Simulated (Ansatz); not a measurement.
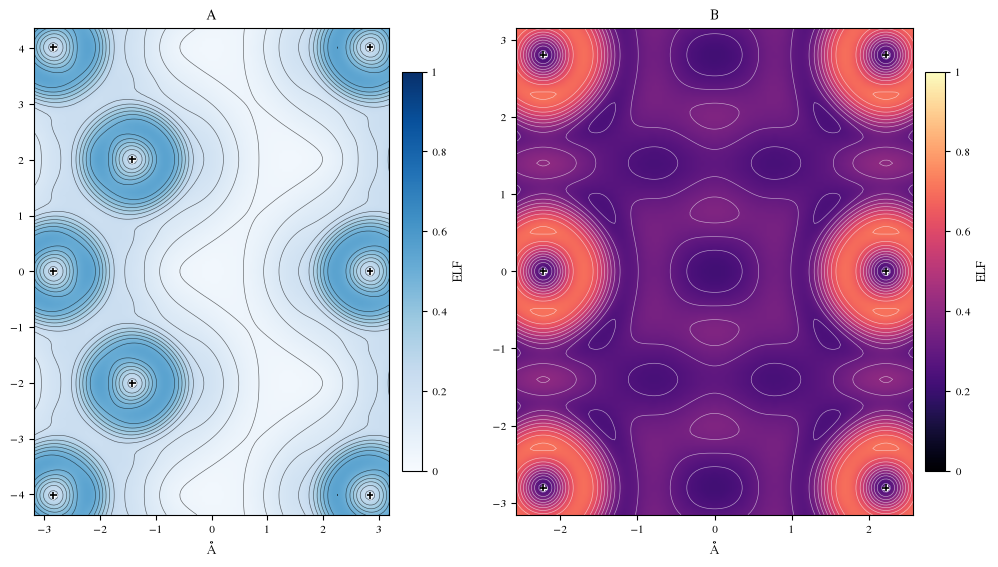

The ELF of 2 systems, each on a plane through atoms (crosses mark nuclei in the plane).

All numbers below come from DFT, BLYP, plane waves (420 eV) with PAW, scalar-relativistic (Ansatz).

System 1: Pd, the (101) plane of the conventional cell. Space group Fd-3m; set up as Pd, diamond; a generated structure, not necessarily the stable one; changed on purpose from its base cell (volume × 0.88); computed pressure about 10 GPa in this cell; spin-polarised.

```
Pd
1.0
     5.68241    0.00000    0.00000
     0.00000    5.68241    0.00000
     0.00000    0.00000    5.68241
Pd
8
Direct
  0.75000 0.25000 0.25000
  0.25000 0.75000 0.25000
  0.25000 0.25000 0.75000
  0.75000 0.75000 0.75000
  0.50000 0.00000 0.00000
  0.00000 0.50000 0.00000
  0.00000 0.00000 0.50000
  0.50000 0.50000 0.50000
```

System 2: Os, the (100) plane of the conventional cell. Space group P6/mmm; set up as Os, omega (AlB2-type); a generated structure, not necessarily the stable one; changed on purpose from its base cell (volume × 1.04); computed pressure about −11 GPa in this cell; computed without spin polarisation.

```xyz
3
Lattice="4.4403 0.0000 0.0000 -2.2201 3.8454 0.0000 0.0000 0.0000 2.8043" Properties=species:S:1:pos:R:3 pbc="T T T"
Os    0.0000    0.0000    0.0000
Os    0.0000    2.5636    1.4022
Os    2.2202    1.2818    1.4022
```

Match each panel to its system.

Answer. Panel A is system 1, Pd: the plane holds Pd. Pd–Pd (2.46 Å): the ELF is about 0.20 at the midpoint; no localised pair shows between them. Panel B is system 2, Os: the plane holds Os. Os–Os (2.80 Å): the ELF is about 0.40 at the midpoint.
